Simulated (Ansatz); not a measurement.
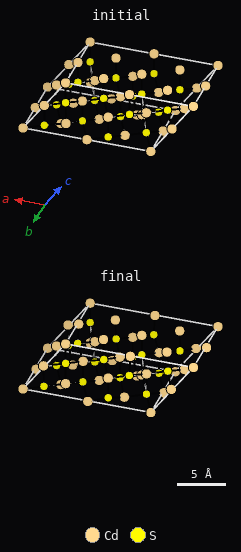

The structure of a defect cell of composition Cd$_{9}$S$_{8}$ before (top) and after (bottom) a relaxation, at one scale.

Style: ball-and-stick. Shown: the conventional cell (2 times the calculation's cell), from a free direction. Lengths and directions refer to the drawn axes.

Case: Cd interstitial, charge +0, atoms relaxed.

Theory: DFT PBEsol, scalar-relativistic, plane waves, PAW (Ansatz 0.2.0).

Input
```yaml
crystal:
  lattice:
    - [0.0, 5.8238935687, -5.8238935687]
    - [5.8238935687, 5.8238935687, 0.0]
    - [5.8238935687, 0.0, -5.8238935687]
  atoms:
    - { symbol: Cd, position: [0.5, 0.5, 0.0] }
    - { symbol: Cd, position: [0.5, 0.0, 0.0] }
    - { symbol: Cd, position: [1.0, 0.5, 0.0] }
    - { symbol: Cd, position: [1.0, 0.0, 0.0] }
    - { symbol: Cd, position: [0.5, 0.5, 0.5] }
    - { symbol: Cd, position: [0.5, 0.0, 0.5] }
    - { symbol: Cd, position: [1.0, 0.5, 0.5] }
    - { symbol: Cd, position: [1.0, 0.0, 0.5] }
    - { symbol: S, position: [0.375, 0.375, 0.375] }
    - { symbol: S, position: [0.375, 0.875, 0.375] }
    - { symbol: S, position: [0.875, 0.375, 0.375] }
    - { symbol: S, position: [0.875, 0.875, 0.375] }
    - { symbol: S, position: [0.375, 0.375, 0.875] }
    - { symbol: S, position: [0.375, 0.875, 0.875] }
    - { symbol: S, position: [0.875, 0.375, 0.875] }
    - { symbol: S, position: [0.875, 0.875, 0.875] }
    - { symbol: Cd, position: [0.7499577476, 0.7433773376, 0.7395836674] }
basis:
  ecutwfc: 420
  xc_grid: 2
kpoints:
  mp_grid: { grid: [2, 2, 2], shift: [0.0, 0.0, 0.0] }
hamiltonian:
  xc: pbesol
scf:
  occupations: { method: gaussian, width: 0.02 }
output:
  forces: true
  stress: false
  eigenvalues: true
  write_density: true
  write_potential: true
  elf: true
  volumetric_format: npy
relax:
  adjacent_minimum: "off"
  f_tol: 0.02
  max_steps: 60
```

Launched with:
```bash
ansatz run input.yaml --threads 4 --pin off --max-ram 8192MiB --backend cpu --events-out ev --progress --plain --runs-dir out
```

Q: What changed between the two?

A: The largest move is that of Cd7, 0.12 Å along [−1 0 −1]. Largest moves by element: Cd 0.12 Å, S 0.06 Å. The cell stays as it was. Near-neighbour distances that change, for instance: Cd7–Cd17 2.814 → 3.016 Å, Cd6–Cd17 2.853 → 3.018 Å, Cd1–Cd17 2.875 → 3.019 Å, S12–Cd17 2.454 → 2.574 Å. Bond angles that change, for instance: S10–Cd2–S13 109.5° → 114.7°, S12–Cd17–S15 113.2° → 109.7°, S14–Cd17–S16 105.8° → 109.2°. After 3 geometry steps the energy has fallen by 0.492 eV per cell of the calculation. Largest force component: 1.3 eV/Å at the start, 0.0025 eV/Å at the end.

Limits of the set-up: the k-point mesh is coarse for a cell with partly filled bands; the periodic images lie only 8.2 Å apart, so the values are limited by the cell's size.
